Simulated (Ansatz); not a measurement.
Input

```
crystal:
  lattice:
    - [0.0, 3.231, 3.231]
    - [3.231, 0.0, 3.231]
    - [3.231, 3.231, 0.0]
  atoms:
    - { symbol: Te, position: [0.5, 0.5, 0.5] }
    - { symbol: Pb, position: [0.0, 0.0, 0.0] }
basis:
  ecutwfc: 500
  fft_grid_basis: typed
kpoints:
  mp_grid: { grid: [8, 8, 8] }
hamiltonian:
  xc: r2scan
  pseudopotentials: { kind: paw }
scf:
  occupations: { method: gaussian, width: 0.05 }
output:
  forces: true
  stress: true
  eigenvalues: true
  bader: true
  write_density: true
  volumetric_format: npy
  elf: true
```

Launched as:

```sh
ansatz run input.yaml --threads 1 --pin off --max-ram 2560MiB --backend cpu --events-out ev --progress --plain --runs-dir out
```

The picture shows the conventional cell (a = 6.46 Å, b = 6.46 Å, c = 6.46 Å, α = 90.00°, β = 90.00°, γ = 90.00°).

Space group Fm-3m.

Method: DFT r2SCAN, scalar-relativistic, plane waves, PAW (Ansatz).

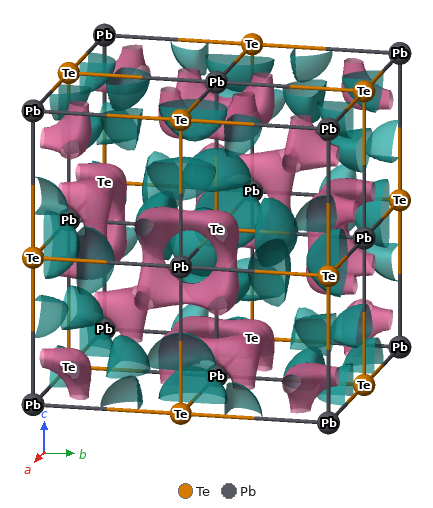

TePb. Density of the crystal less the sum of free-atom densities: teal surfaces at +0.02 and pink ones at −0.02 e/Å³, in the conventional cell seen slightly off an axis (the regions close to the nuclei are left out). Cores are masked to 0.9 Å (Te) and 0.9 Å (Pb).

In a PAW calculation such maps are meaningful between the atoms, not at the nuclei.

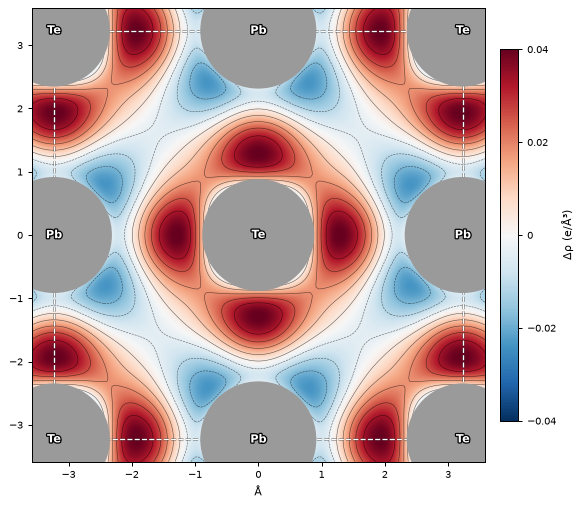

Also shown: a map on the (001) plane of the conventional cell, with grey discs over the atomic cores.

Describe the bonding charge.

Answer. Pb–Te (3.23 Å): Δρ is +0.03 e/Å³ at the midpoint.
Over the whole cell, outside the masked cores, the largest gain, 0.04 e/Å³, lies 1.2 Å from a tellurium nucleus, and the largest loss, 0.03 e/Å³, lies 1.2 Å from a lead nucleus.
In all about 0.19 e an atom is rearranged against the free atoms.
Bader charges: Te −0.77 and Pb +0.77 e.

The run took 24 s on 1 thread of Arm Neoverse N1, with other jobs on the host, peak memory 0.54 GiB.
